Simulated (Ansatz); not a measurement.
KBr and related structures: several calculations on one system

Part 1: Relaxation

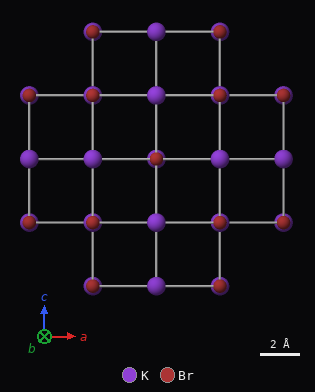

A crystal of KBr (set up in Fm-3m), before the relaxation. Style: ball-and-stick. Shown: the conventional cell (4 times the calculation's cell), along the b axis. Lengths and directions refer to the drawn axes.

These are results of DFT PBE, scalar-relativistic, plane waves, PAW (Ansatz), not measurements.

Input file:
```yaml
crystal:
  lattice:
    - [0.0, 3.29454097, 3.29454097]
    - [3.29454097, 0.0, 3.29454097]
    - [3.29454097, 3.29454097, 0.0]
  atoms:
    - { symbol: K, position: [0.0, 0.0, 0.0] }
    - { symbol: Br, position: [0.5, 0.5, 0.5] }
basis:
  ecutwfc: 420
kpoints:
  mp_grid: { grid: [6, 6, 6] }
hamiltonian:
  xc: pbe
scf:
  occupations: { method: gaussian, width: 0.02 }
output:
  forces: true
  stress: true
  eigenvalues: true
relax:
  adjacent_minimum: "off"
  f_tol: 0.005
  max_steps: 80
  cell: { stress_tol: 0.05 }
```

Run as
```bash
ansatz run input.yaml --threads 8 --pin off --max-ram 20480MiB --backend cpu --events-out ev --progress --plain --runs-dir out
```

**What does the optimiser find from here?**

No atom moves by more than 0.005 Å relative to the cell. Cell: a = b = c 6.589 → 6.700 Å (+1.7 %). Volume +5.1 %. Some distances before and after: K1–Br2 3.295 → 3.350 Å. The space group stays Fm-3m (No. 225). After 2 accepted moves (3 points after the start) the energy has fallen by 4.6 meV per atom. All forces vanish by symmetry, so only the cell relaxes. Pressure: 0.80 GPa at the start and 0.03 GPa at the end. At 1 point the geometry stayed and the basis and grid were re-selected for the new cell (energy shift of less than 0.05 meV per atom at most each time). The run took 3.1 s on 8 threads of Intel(R) Xeon(R) Processor @ 2.70GHz, with other jobs on the host, peak memory 0.39 GiB.

After the run, drawn alike:

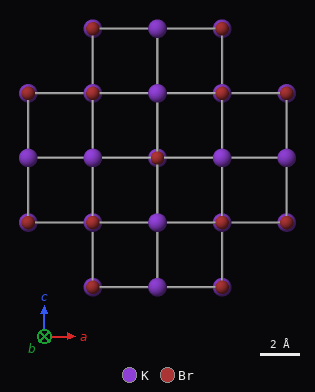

Part 2: Relaxation

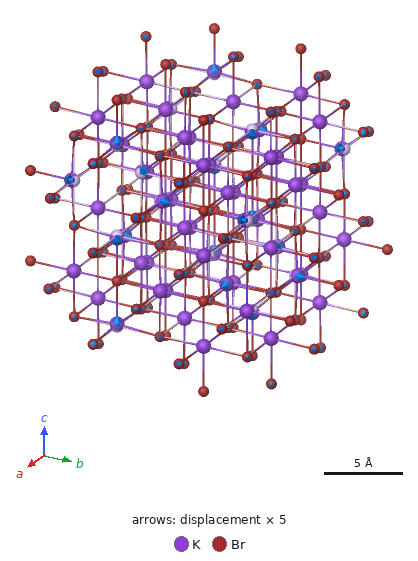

A relaxation of a defect cell of composition K16Br15 (cell charge +1). The starting structure is drawn faded, the final one solid; blue arrows show the displacements, magnified 5 times.

A ball-and-stick model of the conventional cell (2 times the calculation's cell) (origin shifted), seen from a free direction. Lengths and directions refer to the drawn axes.

Case: Br on a Br site beside a Br vacancy, charge +1, atoms relaxed.

The calculation used DFT LDA, scalar-relativistic, plane waves, PAW (Ansatz).

The input:
```yaml
crystal:
  lattice:
    - [-6.3712539802, -6.3712539802, 6.3712539802]
    - [6.3712539802, -6.3712539802, -6.3712539802]
    - [6.3712539802, 6.3712539802, 6.3712539802]
  atoms:
    - { symbol: K, position: [0.25, 0.75, 0.0] }
    - { symbol: K, position: [0.0, 0.75, 0.25] }
    - { symbol: K, position: [0.5, 0.5, 0.0] }
    - { symbol: K, position: [0.25, 0.5, 0.25] }
    - { symbol: K, position: [0.0, 0.5, 0.5] }
    - { symbol: K, position: [0.75, 0.75, 0.5] }
    - { symbol: K, position: [0.5, 0.75, 0.75] }
    - { symbol: K, position: [0.0, 0.0, 0.0] }
    - { symbol: K, position: [0.75, 0.25, 0.0] }
    - { symbol: K, position: [0.5, 0.25, 0.25] }
    - { symbol: K, position: [0.25, 0.25, 0.5] }
    - { symbol: K, position: [0.0, 0.25, 0.75] }
    - { symbol: K, position: [0.75, 0.5, 0.75] }
    - { symbol: K, position: [0.75, 0.0, 0.25] }
    - { symbol: K, position: [0.5, 0.0, 0.5] }
    - { symbol: K, position: [0.25, 0.0, 0.75] }
    - { symbol: Br, position: [0.25, 0.75, 0.5] }
    - { symbol: Br, position: [0.0, 0.75, 0.75] }
    - { symbol: Br, position: [0.5, 0.5, 0.5] }
    - { symbol: Br, position: [0.25, 0.5, 0.75] }
    - { symbol: Br, position: [0.75, 0.75, 0.0] }
    - { symbol: Br, position: [0.5, 0.75, 0.25] }
    - { symbol: Br, position: [0.0, 0.0, 0.5] }
    - { symbol: Br, position: [0.75, 0.25, 0.5] }
    - { symbol: Br, position: [0.5, 0.25, 0.75] }
    - { symbol: Br, position: [0.25, 0.25, 0.0] }
    - { symbol: Br, position: [0.0, 0.25, 0.25] }
    - { symbol: Br, position: [0.75, 0.5, 0.25] }
    - { symbol: Br, position: [0.75, 0.0, 0.75] }
    - { symbol: Br, position: [0.5, 0.0, 0.0] }
    - { symbol: Br, position: [0.25, 0.0, 0.25] }
total_charge: 1
basis:
  ecutwfc: 420
  xc_grid: 2
kpoints:
  mp_grid: { grid: [2, 2, 2], shift: [0.5, 0.5, 0.5] }
hamiltonian:
  xc: lda
scf:
  occupations: { method: gaussian, width: 0.02 }
output:
  forces: true
  stress: false
  eigenvalues: true
  write_density: true
  write_potential: true
  elf: true
  volumetric_format: npy
relax:
  adjacent_minimum: "off"
  f_tol: 0.02
  max_steps: 60
```

Run as
```bash
ansatz run input.yaml --threads 8 --pin off --max-ram 20480MiB --backend cpu --events-out ev --progress --plain --runs-dir out
```

Atoms of which element are displaced furthest, and by how much?

Answer. Potassium: up to 0.15 Å, against 0.05 Å for bromine.

What did the optimiser do to the structure, and how much energy did it gain?

Answer. The largest moves, 0.15 Å, are those of K1, K2, K4, K9, K12 and K13. K9 goes along +b. Largest moves by element: K 0.15 Å, Br 0.05 Å. The cell stays as it was. Near-neighbour distances that change, for instance: K12–Br23 3.186 → 3.031 Å, K10–Br24 3.186 → 3.222 Å, K12–Br20 3.186 → 3.156 Å. Bond angles that change, for instance: Br17–K2–Br21 180.0° → 173.1°, K1–Br20–K12 90.0° → 96.9°, K1–Br20–K11 180.0° → 175.9°. After 2 geometry steps the energy has fallen by 0.252 eV per cell of the calculation. Largest force component: 0.4 eV/Å at the start, 0.0062 eV/Å at the end. The run took 20 s on 8 threads of Intel(R) Xeon(R) Processor @ 2.70GHz (shared host), peak memory 1.8 GiB.

Limits of the set-up: the cell is charged, on a uniform background, and energies carry no finite-size correction.

Part 3: Path

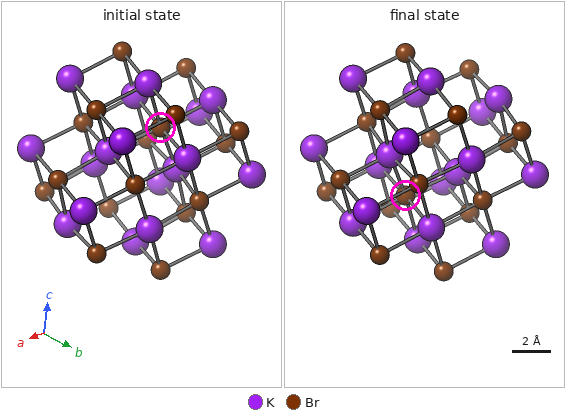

The two relaxed end points of a path for a defect cell of composition K16Br15 (cell charge +1) (31 atoms in the cell). Style: ball-and-stick. Shown: the atoms within 6.4 Å of the middle of the path, slightly off an axis. The moving atom is ringed, with any periodic copies. Bonds to atoms that aren't drawn are left out.

All numbers below come from Ansatz 0.2.0, DFT LDA, scalar-relativistic, plane waves, PAW.

Set-up: plane-wave cutoff 420 eV; k-point mesh 2 × 2 × 2; Gaussian smearing 0.02 eV; 5 movable images; climbing image.

Question: What barrier does the band find between them, and by what path?

Answer: The two ends have the same energy, and the highest point, image 3, lies 0.80 eV above the start. A Br atom travels furthest, 4.40 Å from end to end, along [−1 −1 −2], on a straight line. At the highest image its nearest neighbour (K) is 2.89 Å away, against 3.16 Å at the start, and the surrounding atoms stand up to 0.53 Å off the mean of their end positions. The band converged in 6 iterations, with a climbing image at the top.

Energies of the converged images:

```
image  path (Å)  E (eV)
    0      0.00   0.000
    1      0.87   0.151
    2      1.75   0.566
    3      2.63   0.798
    4      3.51   0.566
    5      4.38   0.151
    6      5.25   0.000
```

The geometry at the top of the path:

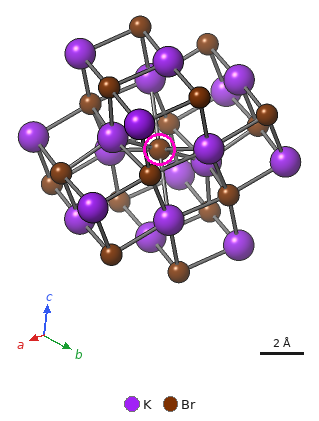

Limits of the set-up: the cell is charged, on a uniform background, and energies carry no finite-size correction.

The run took 7 min on 8 threads of Intel(R) Xeon(R) Processor @ 2.70GHz (shared host), peak memory 7.3 GiB.
